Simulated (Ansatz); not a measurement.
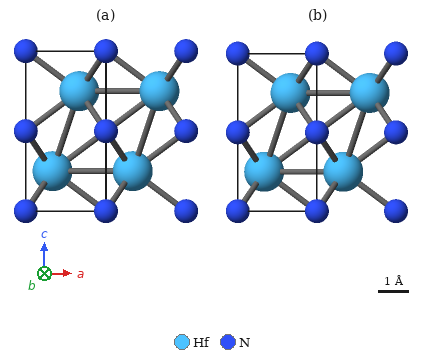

The structure of a crystal of HfN (set up in P6_3/mmc) before (left) and after (right) a relaxation, at one scale.

The picture is a ball-and-stick view of the cell of the calculation, repeated 2 × 1 × 1 with one cell outlined, seen along the b axis.

The run lets cell and atoms move.

Theory: Ansatz, Kohn-Sham DFT of a periodic cell, PBEsol, Ansatz PAW.

Input file:
```yaml
crystal:
  lattice:
    - [3.1339080219, 0.0, 0.0]
    - [-1.566954011, 2.7140439601, 0.0]
    - [0.0, 0.0, 5.41676772]
  atoms:
    - { symbol: Hf, position: [0.3333333333, 0.6666666667, 0.25] }
    - { symbol: Hf, position: [0.6666666667, 0.3333333333, 0.75] }
    - { symbol: "N", position: [0.0, 0.0, 0.5] }
    - { symbol: "N", position: [0.0, 0.0, 0.0] }
hamiltonian:
  xc: pbesol
  pseudopotentials: { kind: paw }
kpoints:
  mp_grid: { grid: [10, 10, 5] }
scf:
  occupations: { method: fermi_dirac, width: 0.05 }
output:
  forces: true
  stress: true
  eigenvalues: true
relax:
  f_tol: 0.01
  max_steps: 40
  cell: { stress_tol: 0.05, p_target: 10.0 }
```

Launched with:
```bash
ansatz run input.yaml --threads 2 --pin off --max-ram 5632MiB --backend cpu --events-out ev --progress --plain --runs-dir out
```

Q: What changed between the two?

A: After 5 accepted moves (7 points after the start) the energy has risen by 42.2 meV per cell of the calculation. With the target pressure of 10 GPa, the enthalpy E + pV changes by −77.6 meV per cell of the calculation. All forces vanish by symmetry, so only the cell relaxes. Pressure: −2.48 GPa at the start and 10.00 GPa at the end. The SCF was repeated twice at an unchanged geometry on a basis and grid sized afresh for the cell, which shifted the energy by 5.2 meV per cell of the calculation at most. The atoms keep their places relative to the cell (all moves are under 0.005 Å). The volume changes by −4.2 %, with a = b 3.134 → 3.092 Å (−1.3 %), c 5.417 → 5.334 Å (−1.5 %). Among the contacts that change: Hf–Hf 3.257 → 3.209 Å, Hf–Hf 3.134 → 3.092 Å, Hf–N 2.260 → 2.228 Å. The space group stays P6_3/mmc (No. 194). The run took 19 s on 2 threads of Arm Neoverse V1 (shared host), peak memory 0.38 GiB.
